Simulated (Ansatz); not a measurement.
System: a (100) slab cut from Li (Fm-3m), of composition Li4F (not the bulk's), ended by Li planes, 5 atoms in the cell. Starting structure of the relaxation:

```
Li F
1.0
     3.05340    0.00000    0.00000
     0.00000    3.05340    0.00000
     0.00000    0.00000   25.47724
Li F
4 1
Direct
  0.50000 0.50000 0.33363
  0.00000 0.00000 0.41838
  0.50000 0.50000 0.50649
  0.00000 0.00000 0.59147
  0.00000 0.50000 0.63307
```

Ansatz; DFT PBEsol, scalar-relativistic, plane waves, PAW, no spin polarisation, 9×9×1 k mesh, 420 eV cutoff, Gaussian smearing of 0.1 eV.

What does the potential across the slab give for the work function?

The work function is 4.18 eV at the right face and 2.95 eV at the left. The vacuum level is 1.23 eV higher at the right than at the left, so the slab carries a dipole along its normal; the ramp in the vacuum, at or near the edge of the plot, is the dipole correction that keeps each side flat. Some atoms were held fixed in the relaxation, which can itself make the faces differ. The outermost atoms are 6.2 Å apart, which leaves 19.3 Å of vacuum in a cell 25.5 Å high.

The run may have settled in a state above the lowest, so this need not be the ground state.

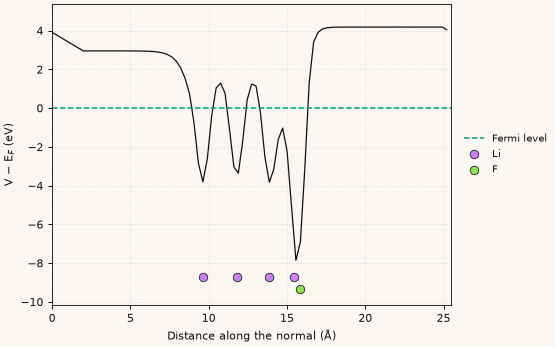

Plane-averaged electrostatic potential energy of an electron across the slab; circles at the bottom mark the heights of the atoms (positions after relaxation).
